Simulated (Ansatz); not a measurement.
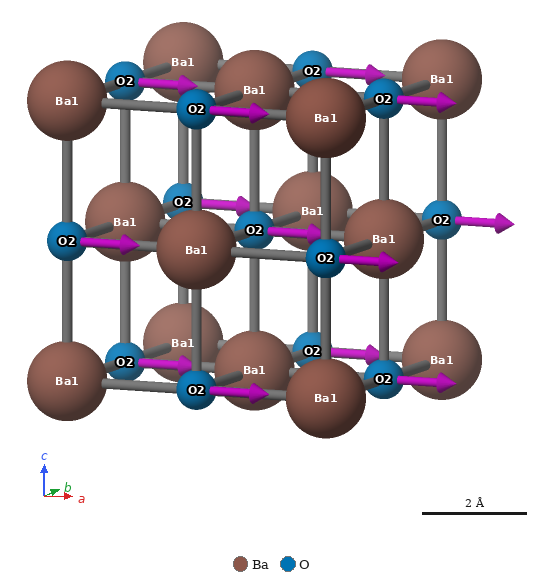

One vibrational mode of solid BaO relaxed at −3 GPa at the zone centre. The purple arrows give the relative displacements of the atoms. A ball-and-stick model of the conventional cell (4 times the calculation's cell), seen from a free direction. Lengths and directions refer to the drawn axes.

Method: DFT LDA, scalar-relativistic, plane waves, PAW (Ansatz 0.2.0).

Input file:
```yaml
crystal:
  lattice:
    - [0.0, 2.7515040295, 2.7515040295]
    - [2.7515040295, 0.0, 2.7515040295]
    - [2.7515040295, 2.7515040295, 0.0]
  atoms:
    - { symbol: Ba, position: [0.0, 0.0, 0.0] }
    - { symbol: O, position: [0.5, 0.5, 0.5] }
basis:
  ecutwfc: 420
kpoints:
  mp_grid: { grid: [8, 8, 8] }
hamiltonian:
  xc: lda
scf:
  occupations: { method: fixed }
output:
  eigenvalues: true
phonons:
  method: dfpt
  dielectric: true
  rigid_motions: translations
  eigenvectors: true
```

Command:
```bash
ansatz run input.yaml --threads 1 --pin off --max-ram 1228MiB --backend cpu --events-out ev --progress --plain --runs-dir out
```

Frequencies are those without the non-analytic (LO–TO) term.

Describe the mode and give its frequency.

This is the T₁u mode (triply degenerate; one member of the set is drawn) at 57 cm⁻¹, the only optical level, infrared-active by symmetry. The O sublattice moves against the Ba sublattice, along a; it stretches the shortest Ba–O bonds (2.75 Å); the kinetic energy is shared as O 90 %, Ba 10 %. Its infrared intensity is 37 (D/Å)²/amu for the set. The value is the transverse one; the longitudinal partner lies at 388 cm⁻¹.
